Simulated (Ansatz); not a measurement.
# Cu₃Au: a changed input and its effect

System: Cu₃Au (Pm-3m, 4 atoms in the cell).
Method of run A: Kohn-Sham DFT of a periodic cell, PBE, Ansatz PAW, no spin polarisation (Ansatz 0.2.0).

The structure derives from an entry of the Crystallography Open Database. Text and figures count atoms from 1; the logs count them from 0 in places.

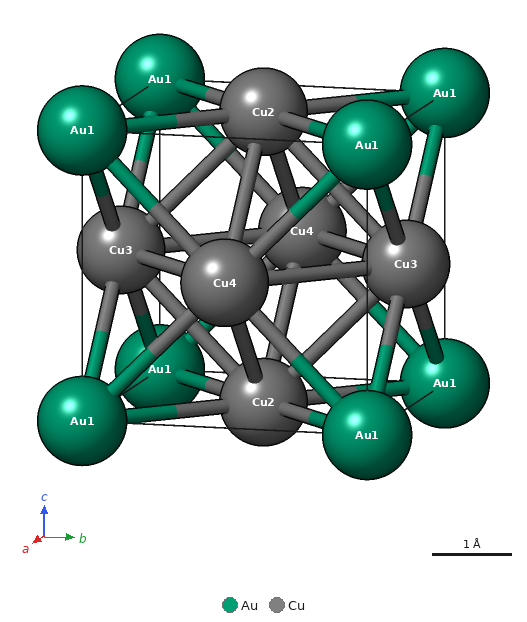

**Figure 1.** The structure (ball-and-stick view of the cell of the calculation, seen slightly off an axis; atoms are numbered from 1 in the order of the input). Near neighbours in the crystal (not all of them lie inside the picture): Au has 12 Cu at 2.64 Å; Cu has 4 Au at 2.64 Å and 8 Cu at 2.64 Å.

## Input file, run A
```yaml
crystal:
  lattice:
    - [3.74, 0.0, 0.0]
    - [0.0, 3.74, 0.0]
    - [0.0, 0.0, 3.74]
  atoms:
    - { symbol: Au, position: [0.0, 0.0, 0.0] }
    - { symbol: Cu, position: [0.5, 0.5, 0.0] }
    - { symbol: Cu, position: [0.5, 0.0, 0.5] }
    - { symbol: Cu, position: [0.0, 0.5, 0.5] }
hamiltonian:
  xc: pbe
  pseudopotentials: { kind: paw }
kpoints:
  mp_grid: { grid: [7, 7, 7] }
scf:
  occupations: { method: fermi_dirac, width: 0.05 }
output:
  forces: true
  stress: true
  eigenvalues: true
```

Command:
```bash
ansatz run input.yaml --threads 2 --pin off --max-ram 5120MiB --backend cpu --events-out ev --progress --plain --runs-dir out
```

Hardware: 2 threads of Arm Neoverse V1, 24 GiB of memory available, shared host.

## Output, shortened to warnings, some set-up lines, iterations and results (run A)
```
Basis set: ecut = 420 eV, 1021 PW (Γ), exchange–correlation on 50×50×50 points (8 copies of the dense FFT grid, shifted against one another)
Symmetry: 48 space group operations
k-points: 20 of 343
Initial density: superposition of atomic densities (neutral atoms: chi_scale 0, normalization atom), corrected by the library's trained network
[...]
SCF iter   1: F=—  HF=-33024.989845 eV  |F-HF|=—  |Δ(HF+E_count)|=         —  Δρ=1.46e-3  dr2=8.73e-4  ethr=1.77e-3  ⟨swp⟩=5.9  Hψ=3058  notcnv=0  defer=5
SCF iter   2: F=—  HF=-33024.990408 eV  |F-HF|=—  |Δ(HF+E_count)|=   5.63e-4  Δρ=7.75e-4  dr2=2.63e-4  ethr=1.15e-6  ⟨swp⟩=2.3  Hψ=1886  notcnv=0  defer=20
SCF iter   3: F=—  HF=-33024.990514 eV  |F-HF|=—  |Δ(HF+E_count)|=   1.06e-4  Δρ=3.89e-4  dr2=9.14e-5  ethr=3.46e-7  ⟨swp⟩=2.0  Hψ=1268  notcnv=0  defer=20
SCF iter   4: F=—  HF=-33024.990467 eV  |F-HF|=—  |Δ(HF+E_count)|=   4.65e-5  Δρ=1.19e-4  dr2=1.01e-5  ethr=1.20e-7  ⟨swp⟩=2.0  Hψ=1185  notcnv=0  defer=20
SCF iter   5: F=—  HF=-33024.990465 eV  |F-HF|=—  |Δ(HF+E_count)|=   2.36e-6  Δρ=3.53e-5  dr2=1.14e-6  ethr=1.33e-8  ⟨swp⟩=2.2  Hψ=1373  notcnv=0  defer=21
SCF iter   6: F=—  HF=-33024.990465 eV  |F-HF|=—  |Δ(HF+E_count)|=   1.49e-7  Δρ=1.48e-5  dr2=1.68e-7  ethr=1.50e-9  ⟨swp⟩=2.1  Hψ=1281  notcnv=0  defer=20
SCF iter   7: F=-33024.990465 eV  HF=-33024.990465 eV  |F-HF|=8.57e-9  |Δ(HF+E_count)|=   1.76e-8  Δρ=5.42e-6  dr2=1.51e-8  ethr=1.32e-10  ⟨swp⟩=7.7  Hψ=3503  notcnv=0
SCF 1 converged in 7 iterations: F = -33024.990465 eV  dr2 = 1.51e-8
SCF converged after 7 iterations
Free energy (F): -33024.990465 eV
Harris-Foulkes:  -33024.990465 eV  (|F-HF|=8.57e-9)
Internal energy: -33024.977644 eV  (E = F + TS)
E sigma→0 (E₀):  -33024.984054 eV
Entropy (-TS):   -0.012821 eV (-3.205 meV/atom)
Fermi energy:    18.151600 eV
--- Per-component energies (eV) ---
  E_band       = -1253.565572
  E_kinetic    = 1504.905472
  E_local      = -14015.284276  (includes V_loc(G=0)·N_el)
  E_nonlocal   = 1249.734491
  E_hartree    = 6178.707217
  E_xc         = -496.894158
  E_vxc        = -622.299789  (∫ρ·V_xc dr)
  E_paw        = -14701.036002  (= ΣΔE_a)
  E_vpaw       = -1728.041417  (= ΣTr[D̂ρ^β])
  E_aug_tail   = 0.002033  (compensation charges beyond the density's cutoff)
  E_ewald      = -12745.112420
  E_smearing   = -0.012821  (= −TS)
  E_closure    = 0.000000  (closes the sum)
  Σ components = -33024.990465   (vs F -33024.990465, Δ=0.00e0)
--- Forces (eV/Å), atoms counted from 1 ---
  atom   1  Au    -0.00000000     0.00000000     0.00000000
  atom   2  Cu     0.00000000    -0.00000000     0.00000000
  atom   3  Cu     0.00000000    -0.00000000     0.00000000
  atom   4  Cu     0.00000000     0.00000000     0.00000000
  max |Σ_I F_I| component: 1.99e-28 eV/Å
--- Stress (GPa, compression-positive) ---
        4.942641       0.000000       0.000000
       -0.000000       4.942641       0.000000
        0.000000      -0.000000       4.942641
  P = ⅓ Tr σ = 4.9426 GPa (49.426 kbar)
```

The input of run B differs as follows (lines with − go, lines with + come):
```diff
-    - [3.74, 0.0, 0.0]
-    - [0.0, 3.74, 0.0]
-    - [0.0, 0.0, 3.74]
+    - [3.7892161703, 0.0, 0.0]
+    - [0.0, 3.7892161703, 0.0]
+    - [0.0, 0.0, 3.7892161703]
+  write_density: true
+  write_potential: true
+  elf: true
+  volumetric_format: npy
```

How does run B compare with run A?

With the same functional and potentials, run B lies 6.0 meV per atom lower. The pressure goes from 4.94 to −1.00 GPa. The volume per atom goes from 13.08 to 13.60 Å³. The cell is scaled evenly with the atoms at fixed fractional positions, so −ΔP/Δ ln V estimates the bulk modulus midway between the two volumes: about 150 GPa. The number of SCF iterations is the same. The plane waves at Γ go from 1021 to 1045.

## Output, shortened to warnings, some set-up lines, iterations and results (run B)
```
Basis set: ecut = 420 eV, 1045 PW (Γ), exchange–correlation on 54×54×54 points (8 copies of the dense FFT grid, shifted against one another)
Symmetry: 48 space group operations
k-points: 20 of 343
Initial density: superposition of atomic densities (neutral atoms: chi_scale 0, normalization atom), corrected by the library's trained network
[...]
SCF iter   1: F=—  HF=-33025.013929 eV  |F-HF|=—  |Δ(HF+E_count)|=         —  Δρ=1.64e-3  dr2=1.21e-3  ethr=1.77e-3  ⟨swp⟩=5.9  Hψ=3061  notcnv=0  defer=5
SCF iter   2: F=—  HF=-33025.014586 eV  |F-HF|=—  |Δ(HF+E_count)|=   6.58e-4  Δρ=7.81e-4  dr2=3.05e-4  ethr=1.59e-6  ⟨swp⟩=2.2  Hψ=1720  notcnv=0  defer=20
SCF iter   3: F=—  HF=-33025.014673 eV  |F-HF|=—  |Δ(HF+E_count)|=   8.68e-5  Δρ=4.00e-4  dr2=1.08e-4  ethr=4.01e-7  ⟨swp⟩=2.8  Hψ=1439  notcnv=0  defer=20
SCF iter   4: F=—  HF=-33025.014679 eV  |F-HF|=—  |Δ(HF+E_count)|=   5.85e-6  Δρ=1.24e-4  dr2=1.04e-5  ethr=1.42e-7  ⟨swp⟩=2.1  Hψ=1269  notcnv=0  defer=20
SCF iter   5: F=—  HF=-33025.014653 eV  |F-HF|=—  |Δ(HF+E_count)|=   2.58e-5  Δρ=3.26e-5  dr2=1.15e-6  ethr=1.37e-8  ⟨swp⟩=2.2  Hψ=1371  notcnv=0  defer=20
SCF iter   6: F=—  HF=-33025.014653 eV  |F-HF|=—  |Δ(HF+E_count)|=   1.82e-7  Δρ=1.36e-5  dr2=1.66e-7  ethr=1.51e-9  ⟨swp⟩=2.0  Hψ=1261  notcnv=0  defer=20
SCF iter   7: F=-33025.014653 eV  HF=-33025.014653 eV  |F-HF|=8.05e-9  |Δ(HF+E_count)|=   1.70e-8  Δρ=6.31e-6  dr2=1.74e-8  ethr=1.32e-10  ⟨swp⟩=10.8  Hψ=5958  notcnv=0
SCF 1 converged in 7 iterations: F = -33025.014653 eV  dr2 = 1.74e-8
SCF converged after 7 iterations
Free energy (F): -33025.014653 eV
Harris-Foulkes:  -33025.014653 eV  (|F-HF|=8.05e-9)
Internal energy: -33025.002363 eV  (E = F + TS)
E sigma→0 (E₀):  -33025.008508 eV
Entropy (-TS):   -0.012290 eV (-3.073 meV/atom)
Fermi energy:    17.228079 eV
--- Per-component energies (eV) ---
  E_band       = -1313.171706
  E_kinetic    = 1502.588135
  E_local      = -14286.871638  (includes V_loc(G=0)·N_el)
  E_nonlocal   = 1251.344236
  E_hartree    = 6285.607542
  E_xc         = -495.401781
  E_vxc        = -620.252218  (∫ρ·V_xc dr)
  E_paw        = -14702.698277  (= ΣΔE_a)
  E_vpaw       = -1731.205775  (= ΣTr[D̂ρ^β])
  E_aug_tail   = 0.002163  (compensation charges beyond the density's cutoff)
  E_ewald      = -12579.572742
  E_smearing   = -0.012290  (= −TS)
  E_closure    = -0.000000  (closes the sum)
  Σ components = -33025.014653   (vs F -33025.014653, Δ=0.00e0)
--- Forces (eV/Å), atoms counted from 1 ---
  atom   1  Au     0.00000000     0.00000000     0.00000000
  atom   2  Cu    -0.00000000    -0.00000000     0.00000000
  atom   3  Cu     0.00000000    -0.00000000    -0.00000000
  atom   4  Cu     0.00000000    -0.00000000    -0.00000000
  max |Σ_I F_I| component: 1.13e-28 eV/Å
--- Stress (GPa, compression-positive) ---
       -1.004337       0.000000       0.000000
       -0.000000      -1.004337       0.000000
        0.000000       0.000000      -1.004337
  P = ⅓ Tr σ = -1.0043 GPa (-10.043 kbar)
```

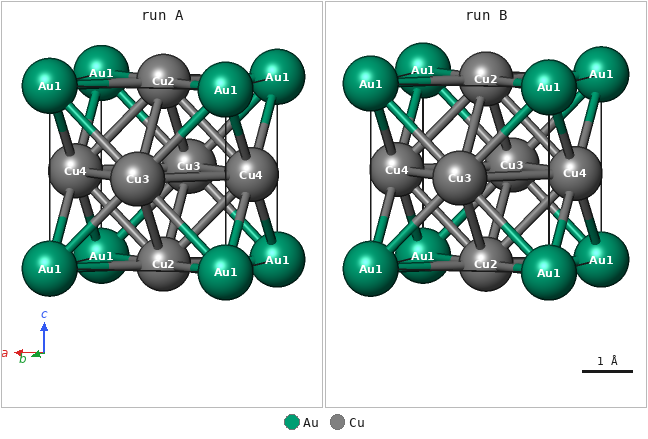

**Figure 2.** The two input geometries at one scale (ball-and-stick view of the cell of the calculation, seen at an oblique angle). The atoms keep their places relative to the cell (all moves are under 0.005 Å). Cell: a = b = c 3.740 → 3.789 Å (+1.3 %). Volume +4.0 %. Among the contacts that change: Au1–Cu2 2.645 → 2.679 Å, Cu2–Cu3 2.645 → 2.679 Å.

## The two runs side by side

```tsv
quantity	run A	run B
outcome	converged	converged
free energy per atom (eV)	−8256.2476	−8256.2537
energy per atom, smearing taken to zero (eV)	−8256.2460	−8256.2521
gap on the mesh (eV)	0.00	0.00
pressure (GPa)	4.94	−1.00
volume per atom (Å³)	13.08	13.60
largest force (eV/Å)	0.000	0.000
SCF iterations	7	7
irreducible k-points	20	20
plane waves at Γ	1021	1045
wall time (shared host)	1.5 s	2.1 s
```

For both runs: Spin–orbit coupling is left out, which matters for Au.
